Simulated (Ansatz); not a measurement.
## What a change does: geometry relaxation on CuO

System: CuO (C2/c, 4 atoms in the cell).
Method of run A: Kohn-Sham DFT of a periodic cell, exchange-only PBE, Ansatz PAW, no spin polarisation (Ansatz 0.2.0).

The structure derives from an entry of the Crystallography Open Database. Text and figures count atoms from 1; the logs count them from 0 in places.

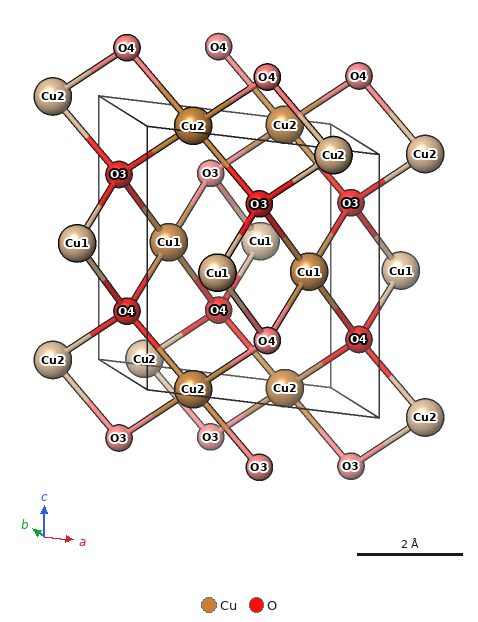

The starting structure (ball-and-stick view of the cell 2 times as large as that of the calculation, set on its symmetry axes, seen slightly off an axis; neighbours outside the cell are drawn fainter; atoms are numbered from 1 in the order of the input).

## Input file, run A
```yaml
crystal:
  lattice:
    - [2.34185, -1.7113, 0.0]
    - [2.34185, 1.7113, 0.0]
    - [-0.8500274268, 0.0, 5.0578693947]
  atoms:
    - { symbol: Cu, position: [0.5, 0.0, 0.5] }
    - { symbol: Cu, position: [0.0, 0.5, 0.0] }
    - { symbol: O, position: [0.4184, 0.5816, 0.75] }
    - { symbol: O, position: [0.5816, 0.4184, 0.25] }
hamiltonian:
  xc: { exchange: pbe, correlation: none }
  pseudopotentials: { kind: paw }
kpoints:
  mp_grid: { grid: [10, 10, 5] }
scf:
  occupations: { method: fermi_dirac, width: 0.05 }
output:
  forces: true
  stress: true
relax:
  f_tol: 0.01
  max_steps: 40
  cell: { stress_tol: 0.05 }
```

Command:
```bash
ansatz run input.yaml --threads 2 --pin off --max-ram 5120MiB --backend cpu --events-out ev --progress --plain --runs-dir out
```

Hardware: 2 threads of Arm Neoverse V1, 24 GiB of memory available, shared host.

## Output, shortened to warnings, some set-up lines, iterations and results (run A)
```
Basis set: ecut = 420 eV, 787 PW (Γ), exchange–correlation on 40×40×72 points (8 copies of the dense FFT grid, shifted against one another)
Symmetry: 4 space group operations
k-points: 141 of 500
Initial density: superposition of atomic densities (neutral atoms: chi_scale 0, normalization atom), corrected by the library's trained network
[...]
SCF iter   1: F=—  HF=-14291.485617 eV  |F-HF|=—  |Δ(HF+E_count)|=         —  Δρ=2.62e-2  dr2=1.98e-1  ethr=1.77e-3  ⟨swp⟩=5.8  Hψ=14813  notcnv=0
SCF iter   2: F=—  HF=-14291.451830 eV  |F-HF|=—  |Δ(HF+E_count)|=   3.38e-2  Δρ=8.41e-3  dr2=2.61e-2  ethr=3.95e-4  ⟨swp⟩=3.0  Hψ=7678  notcnv=0
SCF iter   3: F=—  HF=-14291.447428 eV  |F-HF|=—  |Δ(HF+E_count)|=   4.40e-3  Δρ=3.51e-3  dr2=4.51e-3  ethr=5.22e-5  ⟨swp⟩=2.1  Hψ=6817  notcnv=0
SCF iter   4: F=—  HF=-14291.447033 eV  |F-HF|=—  |Δ(HF+E_count)|=   3.95e-4  Δρ=1.07e-3  dr2=3.49e-4  ethr=9.02e-6  ⟨swp⟩=2.4  Hψ=6473  notcnv=0
SCF iter   5: F=—  HF=-14291.447115 eV  |F-HF|=—  |Δ(HF+E_count)|=   8.26e-5  Δρ=2.32e-4  dr2=2.14e-5  ethr=6.98e-7  ⟨swp⟩=2.0  Hψ=6177  notcnv=0
[... 169 lines ...]
SCF iter   4: F=—  HF=-14292.307089 eV  |F-HF|=—  |Δ(HF+E_count)|=   2.97e-9  Δρ=6.84e-7  dr2=1.94e-10  ethr=1.65e-11  ⟨swp⟩=2.0  Hψ=6346  notcnv=0
SCF iter   5: F=—  HF=-14292.307089 eV  |F-HF|=—  |Δ(HF+E_count)|=  2.18e-11  Δρ=4.84e-7  dr2=7.63e-11  ethr=1.00e-12  ⟨swp⟩=4.0  Hψ=14366  notcnv=0
SCF iter   6: F=-14292.307089 eV  HF=-14292.307089 eV  |F-HF|=2.55e-11  |Δ(HF+E_count)|=  1.09e-11  Δρ=3.30e-7  dr2=3.65e-11  ethr=1.00e-12  ⟨swp⟩=3.0  Hψ=11898  notcnv=0
SCF 21 converged in 6 iterations: F = -14292.307089 eV  dr2 = 3.65e-11
relax step  21: F+E_penalty+E_count = -14292.30708906 eV  Δ(F+E_penalty+E_count) = -2.348e-5 eV  max|allowed force component| = 3.740e-4 eV/Å  Δτ_max = 0.0000 Å  P = +0.002 …
basis re-selected at this cell: Δ(F+E_penalty+E_count) = -2.348e-5 eV, ΔP = +0.000 GPa vs the last step (what re-selecting the basis moved, of the pressure what is left beyond the Pulay correction that the steps carried, after the strain that the cell walked since its last selection, with what the …
SCF converged after 6 iterations
Free energy (F): -14292.307089 eV
Harris-Foulkes:  -14292.307089 eV  (|F-HF|=2.55e-11)
Internal energy: -14292.285984 eV  (E = F + TS)
E sigma→0 (E₀):  -14292.296537 eV
Entropy (-TS):   -0.021105 eV (-5.276 meV/atom)
Fermi energy:    9.934027 eV
--- Per-component energies (eV) ---
  E_band       = -944.568826
  E_kinetic    = 936.388969
  E_local      = -10640.622696  (includes V_loc(G=0)·N_el)
  E_nonlocal   = 856.347959
  E_hartree    = 4603.466336
  E_xc         = -295.069180
  E_vxc        = -378.639375  (∫ρ·V_xc dr)
  E_paw        = -3577.353565  (= ΣΔE_a)
  E_vpaw       = -924.980834  (= ΣTr[D̂ρ^β])
  E_aug_tail   = 0.005176  (compensation charges beyond the density's cutoff)
  E_ewald      = -6175.476222
  E_core_change = 0.027239  (= ΣΔE_core)
  E_smearing   = -0.021105  (= −TS)
  E_closure    = 0.000000  (closes the sum)
  Σ components = -14292.307089   (vs F -14292.307089, Δ=0.00e0)
--- Forces (eV/Å), atoms counted from 1 ---
  atom   1  Cu     0.00000000     0.00000000     0.00000000
  atom   2  Cu     0.00000000     0.00000000    -0.00000000
  atom   3  O      0.00000000     0.00037405     0.00000000
  atom   4  O     -0.00000000    -0.00037405    -0.00000000
  max |Σ_I F_I| component: 5.05e-29 eV/Å
--- Stress (GPa, compression-positive) ---
       -0.012866      -0.000000       0.007302
       -0.000000       0.020177      -0.000000
        0.007302      -0.000000      -0.000419
  P = ⅓ Tr σ = 0.0023 GPa (0.023 kbar)
--- Relaxed structure (16 steps of the walk, 16 accepted, 5 SCFs on fresh bases) ---
  F+E_penalty+E_count = -14292.30708906 eV   max|allowed force component| = 3.740e-4 eV/Å   (the final SCF, on the basis selected at the relaxed cell)
  cell:  # Å, volume = 51.0814 Å³
    - [2.1851990320941845, -2.189111803396872, 0.17246278956657674]
    - [2.1851990320941845, 2.189111803396872, 0.1724627895665768]
    - [-0.42068657054187725, 5.508942274008091e-17, 5.305970098424284]
  atoms:
    - { symbol: Cu, position: [0.49999999999999994, 0.0, 0.49999999999999994] }
[...]
```

For run B the input was changed thus:
```diff
-  xc: { exchange: pbe, correlation: none }
+  xc: rpbe
+  write_density: true
+  write_potential: true
+  elf: true
+  volumetric_format: npy
```

Predict how the results change.

The total energies belong to different methods, so their difference says nothing on which is more stable or more accurate. The volume per atom goes from 12.77 to 11.61 Å³. The SCF takes 144 iterations over all geometry steps against 137.

## Output, shortened to warnings, some set-up lines, iterations and results (run B)
```
Basis set: ecut = 420 eV, 787 PW (Γ), exchange–correlation on 40×40×72 points (8 copies of the dense FFT grid, shifted against one another)
Symmetry: 4 space group operations
k-points: 141 of 500
Initial density: superposition of atomic densities (neutral atoms: chi_scale 0, normalization atom), corrected by the library's trained network
[...]
SCF iter   1: F=—  HF=-14396.160741 eV  |F-HF|=—  |Δ(HF+E_count)|=         —  Δρ=9.06e-3  dr2=1.54e-2  ethr=1.77e-3  ⟨swp⟩=5.8  Hψ=14756  notcnv=0
SCF iter   2: F=—  HF=-14396.157444 eV  |F-HF|=—  |Δ(HF+E_count)|=   3.30e-3  Δρ=2.96e-3  dr2=2.07e-3  ethr=3.09e-5  ⟨swp⟩=2.0  Hψ=8033  notcnv=0
SCF iter   3: F=—  HF=-14396.157140 eV  |F-HF|=—  |Δ(HF+E_count)|=   3.04e-4  Δρ=1.67e-3  dr2=8.68e-4  ethr=4.14e-6  ⟨swp⟩=1.0  Hψ=4230  notcnv=0
SCF iter   4: F=—  HF=-14396.156989 eV  |F-HF|=—  |Δ(HF+E_count)|=   1.52e-4  Δρ=4.14e-4  dr2=7.78e-5  ethr=1.74e-6  ⟨swp⟩=2.1  Hψ=6612  notcnv=0
SCF iter   5: F=—  HF=-14396.157024 eV  |F-HF|=—  |Δ(HF+E_count)|=   3.51e-5  Δρ=1.51e-4  dr2=8.39e-6  ethr=1.56e-7  ⟨swp⟩=2.3  Hψ=6618  notcnv=0
[... 178 lines ...]
SCF iter   5: F=—  HF=-14396.463739 eV  |F-HF|=—  |Δ(HF+E_count)|=  9.09e-12  Δρ=6.68e-7  dr2=1.42e-10  ethr=1.00e-12  ⟨swp⟩=5.5  Hψ=19183  notcnv=0
SCF iter   6: F=—  HF=-14396.463739 eV  |F-HF|=—  |Δ(HF+E_count)|=  1.09e-11  Δρ=4.01e-7  dr2=4.46e-11  ethr=1.00e-12  ⟨swp⟩=1.0  Hψ=4230  notcnv=0
SCF iter   7: F=-14396.463739 eV  HF=-14396.463739 eV  |F-HF|=0.00e0  |Δ(HF+E_count)|=  7.28e-12  Δρ=7.42e-8  dr2=1.56e-12  ethr=1.00e-12  ⟨swp⟩=5.0  Hψ=17305  notcnv=0
SCF 22 converged in 7 iterations: F = -14396.463739 eV  dr2 = 1.56e-12
relax step  22: F+E_penalty+E_count = -14396.46373947 eV  Δ(F+E_penalty+E_count) = -1.271e-5 eV  max|allowed force component| = 1.714e-4 eV/Å  Δτ_max = 0.0000 Å  P = +0.000 …
basis re-selected at this cell: Δ(F+E_penalty+E_count) = -1.271e-5 eV, ΔP = +0.000 GPa vs the last step (what re-selecting the basis moved, of the pressure what is left beyond the Pulay correction that the steps carried, after the strain that the cell walked since its last selection, with what the …
SCF converged after 7 iterations
Free energy (F): -14396.463739 eV
Harris-Foulkes:  -14396.463739 eV  (|F-HF|=0.00e0)
Internal energy: -14396.442895 eV  (E = F + TS)
E sigma→0 (E₀):  -14396.453317 eV
Entropy (-TS):   -0.020845 eV (-5.211 meV/atom)
Fermi energy:    10.198019 eV
--- Per-component energies (eV) ---
  E_band       = -952.073687
  E_kinetic    = 939.885022
  E_local      = -10331.860442  (includes V_loc(G=0)·N_el)
  E_nonlocal   = 875.213725
  E_hartree    = 4473.147270
  E_xc         = -323.442001
  E_vxc        = -414.019924  (∫ρ·V_xc dr)
  E_paw        = -3652.446727  (= ΣΔE_a)
  E_vpaw       = -967.592118  (= ΣTr[D̂ρ^β])
  E_aug_tail   = 0.005667  (compensation charges beyond the density's cutoff)
  E_ewald      = -6376.819083
  E_core_change = -0.126325  (= ΣΔE_core)
  E_smearing   = -0.020845  (= −TS)
  E_closure    = -0.000000  (closes the sum)
  Σ components = -14396.463739   (vs F -14396.463739, Δ=0.00e0)
--- Forces (eV/Å), atoms counted from 1 ---
  atom   1  Cu     0.00000000     0.00000000     0.00000000
  atom   2  Cu    -0.00000000     0.00000000     0.00000000
  atom   3  O      0.00000000    -0.00017137     0.00000000
  atom   4  O      0.00000000     0.00017137     0.00000000
  max |Σ_I F_I| component: 1.26e-29 eV/Å
--- Stress (GPa, compression-positive) ---
       -0.013319       0.000000       0.000396
        0.000000       0.013498       0.000000
        0.000396       0.000000       0.000134
  P = ⅓ Tr σ = 0.0001 GPa (0.001 kbar)
--- Relaxed structure (17 steps of the walk, 17 accepted, 5 SCFs on fresh bases) ---
  F+E_penalty+E_count = -14396.46373947 eV   max|allowed force component| = 1.714e-4 eV/Å   (the final SCF, on the basis selected at the relaxed cell)
  cell:  # Å, volume = 46.4462 Å³
    - [2.1101287885156466, -2.113245350078179, 0.16583042226581]
    - [2.1101287885156466, 2.113245350078179, 0.16583042226581]
    - [-0.40776254962108527, 2.6195105921757873e-17, 5.175841663968159]
  atoms:
    - { symbol: Cu, position: [0.49999999999999994, -1.3877787807814457e-17, 0.5] }
[...]
```

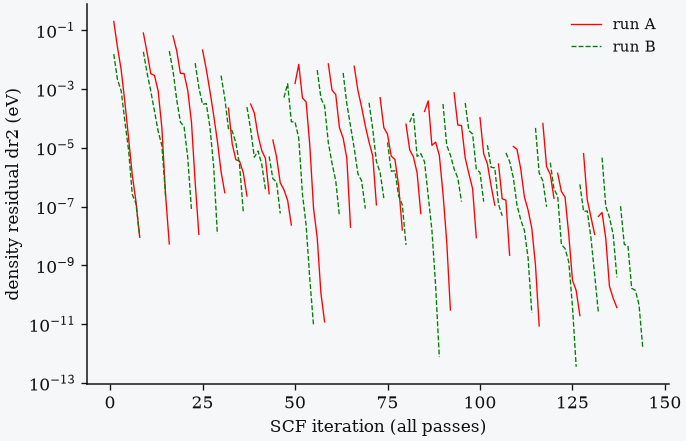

Convergence of the two runs: density residual dr2 against the SCF iteration. A break in a curve parts two SCF passes. Run A takes 137 iterations in all, and run B takes 144.

## The two runs side by side

| quantity | run A | run B |
| --- | --- | --- |
| outcome | converged | converged |
| free energy per atom (eV) | −3573.0768 | −3599.1159 |
| energy per atom, smearing taken to zero (eV) | −3573.0741 | −3599.1133 |
| pressure (GPa) | 0.00 | 0.00 |
| volume per atom (Å³) | 12.77 | 11.61 |
| largest force (eV/Å) | 0.000 | 0.000 |
| SCF iterations | 137 | 144 |
| irreducible k-points | 141 | 141 |
| gap on the mesh (eV) | – | 0.00 |
| wall time (shared host) | 1.8 min | 2 min |

For both runs: Points of doubt noted for this run: forces on files of another functional. The run has no spin polarisation, so a magnetic state may lie lower.
